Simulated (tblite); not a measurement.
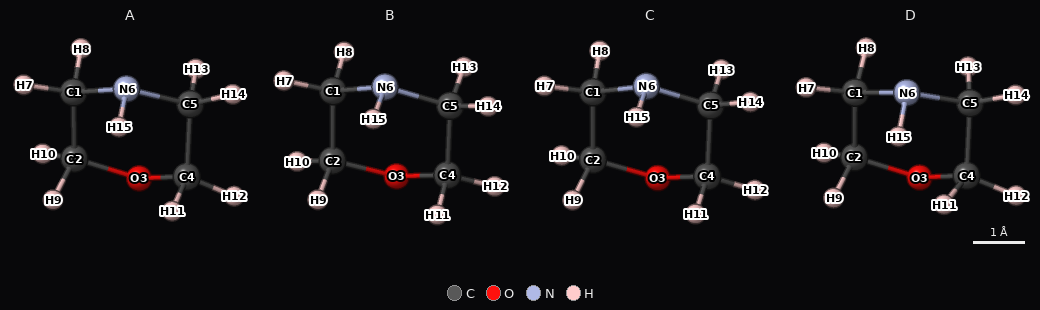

4 geometries from one relaxation of C₄H₉NO, in shuffled order. Style: ball-and-stick. Shown at a tilt.

These are results of tblite 0.8.0, GFN2-xTB geometry optimisation, gas phase, not measurements. 

**Order the frames from highest to lowest energy.**

D, A, C, B. They are steps 0, 7, 17, 50, at +0.537 eV, +0.131 eV, +0.032 eV relative to the last. After 50 geometry steps the energy has fallen by 0.537 eV. The largest moves after the best rigid fit, 0.39 Å, are those of H11, H14 and H15. Largest moves by element: H 0.39 Å, N 0.13 Å, C 0.12 Å, O 0.11 Å. Among the contacts that change: O3–C4 1.365 → 1.412 Å, N6–H15 1.050 → 1.018 Å, C4–H11 1.128 → 1.103 Å, C1–C2 1.509 → 1.534 Å. Among the angles between lasting bonds that change: O3–C4–H12 113.5° → 106.1°, C4–C5–N6 105.0° → 111.8°, C5–C4–H11 104.0° → 109.5°. Groups turn about C4–C5 by about 25°, C5–N6 by about 20°.
